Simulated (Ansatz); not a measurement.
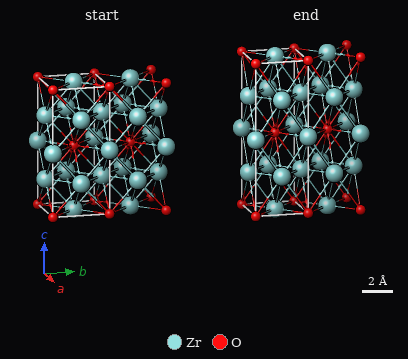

The structure of a crystal of Zr₃O (built on the TiAl3 (D0 type) before (left) and after (right) a relaxation, at one scale.

Style: ball-and-stick. Shown: the conventional cell (2 times the calculation's cell), repeated 1 × 2 × 1 with one cell outlined, slightly off an axis. Lengths and directions refer to the drawn axes.

Case: TiAl3 (D0_22) type (I4/mmm, No. 139).

Theory: DFT r2SCAN, scalar-relativistic, plane waves, PAW (Ansatz).

The input:
```yaml
crystal:
  lattice:
    - [-2.0061351832, 2.0061351832, 4.4812370326]
    - [2.0061351832, -2.0061351832, 4.4812370326]
    - [2.0061351832, 2.0061351832, -4.4812370326]
  atoms:
    - { symbol: Zr, position: [0.5, 0.5, 0.0] }
    - { symbol: Zr, position: [0.25, 0.75, 0.5] }
    - { symbol: Zr, position: [0.75, 0.25, 0.5] }
    - { symbol: O, position: [0.0, 0.0, 0.0] }
basis:
  ecutwfc: 500
kpoints:
  mp_grid: { grid: [16, 16, 16] }
hamiltonian:
  xc: r2scan
scf:
  occupations: { method: gaussian, width: 0.1 }
output:
  forces: true
  stress: true
  eigenvalues: true
  write_density: true
  write_potential: true
  elf: true
  volumetric_format: npy
relax:
  adjacent_minimum: "off"
  f_tol: 0.01
  max_steps: 80
  cell: { stress_tol: 0.05 }
```

Launched with:
```bash
ansatz run input.yaml --threads 1 --pin off --max-ram 3072MiB --backend cpu --events-out ev --progress --plain --runs-dir out
```

Summarise the run.

The run was cut off at its time limit before the relaxation converged, so the last structure is only a point on the way. No atom moves by more than 0.005 Å relative to the cell. The drawn cell changes as follows: a = b 4.012 → 3.711 Å (−7.5 %), c 8.962 → 10.744 Å (+19.9 %); the volume changes by +2.6 %. Among the contacts that change: Zr2–O4 3.007 → 3.265 Å, Zr1–Zr2 3.007 → 3.265 Å, Zr1–O4 2.837 → 2.624 Å, Zr2–Zr3 2.837 → 2.624 Å. The space group stays I4/mmm (No. 139). After 10 accepted moves (11 points after the start) the energy has fallen by 39.3 meV per atom. All forces vanish by symmetry, so only the cell relaxes. The pressure goes from 2.66 to 0.00 GPa. The SCF was repeated once at an unchanged geometry on a basis and grid sized afresh for the cell, which shifted the energy by 2.2 meV per atom at most. Cost: 25 min on 1 thread of Arm Neoverse V1, on a shared host, peak memory 1.3 GiB.
